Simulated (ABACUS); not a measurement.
**Energy of HgTe along an even scaling of the cell**

System: HgTe (2 atoms in the cell).
Method: Kohn-Sham DFT of a periodic cell, PBE, PseudoDojo NC SR 0.4.1 PBE standard, no spin polarisation (ABACUS 3.10.1).

The 7 runs differ only in the geometry, by an even scaling of the cell at fixed fractional positions. The structure derives from an entry of the Crystallography Open Database.

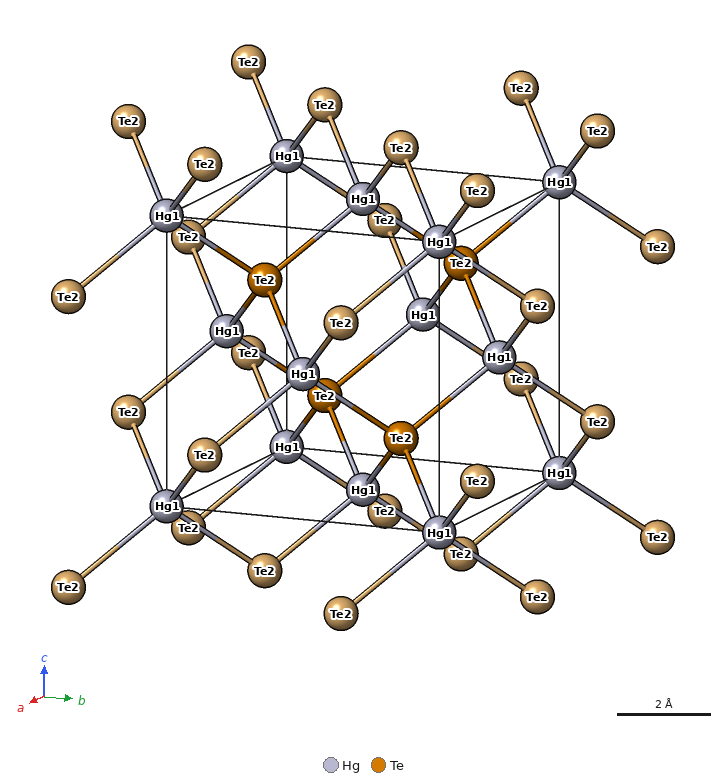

Figure 1. The structure of run 4 (ball-and-stick view of the cell 4 times as large as that of the calculation, set on its symmetry axes, seen slightly off an axis; neighbours outside the cell are drawn fainter; atoms are numbered from 1 in the order of the input).

### The input of run 4
```
INPUT_PARAMETERS
suffix              HgTe
calculation         scf
basis_type          pw
pseudo_dir          ./
symmetry            1
dft_functional      pbe
ecutwfc             83
pseudo_rcut         10
nspin               1
nbands              22
ks_solver           dav
smearing_method     fd
smearing_sigma      0.00367493
scf_thr             1e-08
scf_nmax            100
mixing_type         broyden
mixing_beta         0.7
cal_force           1
cal_stress          1
kpar                4
```

### File STRU of run 4
```
ATOMIC_SPECIES
Hg 200.5920 Hg.upf
Te 127.6000 Te.upf

LATTICE_CONSTANT
1.8897261246

LATTICE_VECTORS
0.0000000000 3.2145000000 3.2145000000
3.2145000000 0.0000000000 3.2145000000
3.2145000000 3.2145000000 0.0000000000

ATOMIC_POSITIONS
Direct

Hg
0.0
1
0.0000000000 0.0000000000 0.0000000000 1 1 1

Te
0.0
1
0.7500000000 0.7500000000 0.7500000000 1 1 1
```

### File KPT of run 4
```
K_POINTS
0
Gamma
7 7 7 0 0 0
```

Command:
```bash
OMP_NUM_THREADS=1 mpirun -np 4 abacus > log
```

Lattice vectors (Å) and fractional positions of run 4:
```
   0.000000    3.214500    3.214500
   3.214500    0.000000    3.214500
   3.214500    3.214500    0.000000
Hg  0.000000  0.000000  0.000000
Te  0.750000  0.750000  0.750000
```

Run 5 differs from it as follows:
```diff
-0.0000000000 3.2145000000 3.2145000000
-3.2145000000 0.0000000000 3.2145000000
-3.2145000000 3.2145000000 0.0000000000
+0.0000000000 3.2357886999 3.2357886999
+3.2357886999 0.0000000000 3.2357886999
+3.2357886999 3.2357886999 0.0000000000
```

### Results, with one run withheld

```csv
run,volume per atom (Å³),"free energy per atom, from the lowest run given (meV)",pressure (GPa)
1,31.223,119.55,8.66
2,31.887,86.80,7.15
3,32.551,59.95,5.80
4,33.215,38.38,4.60
5,33.880,?,?
6,34.544,8.88,2.56
7,35.208,0.00,1.70
```

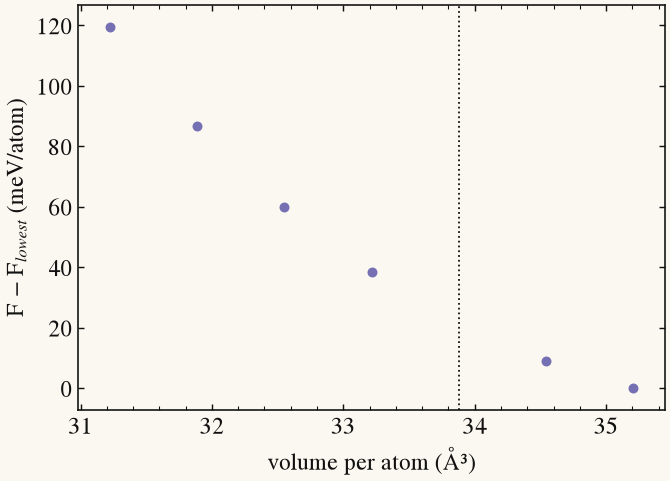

Figure 2. Free energy per atom of the runs given; the dotted line marks run 5.

What should run 5 give?

A cubic polynomial in V^(−2/3) (the Birch–Murnaghan form), fitted to the 6 runs given, misses them by at most 0.01 meV per atom. With x = V^(−2/3) − 0.09709 Å⁻², it reads F = 43.128 + 15590 x + 1.23e+06 x² + 7.0075e+06 x³ (meV per atom). At run 5 it gives 21.51 meV per atom, and the run itself gives 21.53. The slope of the fit gives a pressure −dF/dV of 3.54 GPa there, and the run prints 3.53 GPa. The fit has no minimum inside this range.

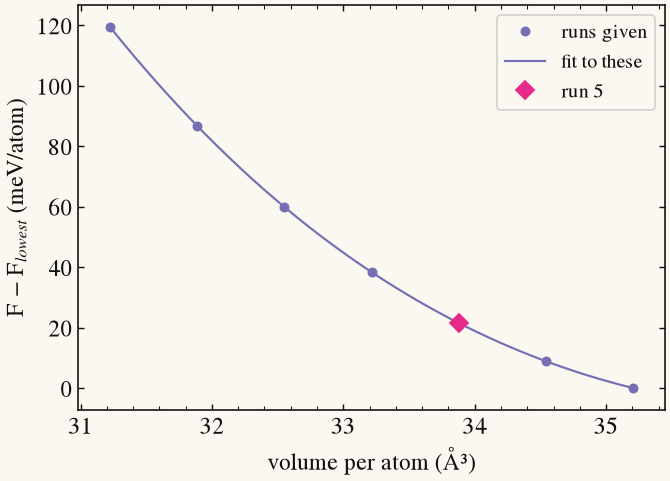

Figure 3. The fit and the withheld run.

### Some lines of the output (run 5)
```
[...]
                          Volume (Bohr^3) = 457.264
                             Volume (A^3) = 67.7595
 E_Fermi        0.6447899400         8.7728171973
 E_Fermi        0.6509485660         8.8566096032
 E_Fermi        0.6511645902         8.8595487620
 E_Fermi        0.6508486104         8.8552496363
 E_Fermi        0.6510165653         8.8575347803
 E_Fermi        0.6510599718         8.8581253560
 E_KS(sigma->0) -542.9776759933      -7387.5902803068
 E_Fermi        0.6510814330         8.8584173508
 final etot is -7387.5906358 eV
 EFERMI = 8.8584173508 eV
 TOTAL-PRESSURE: 35.253296 KBAR
 !FINAL_ETOT_IS -7387.5906357602070784 eV
```

Notes: Spin–orbit coupling is left out, which matters for Hg.
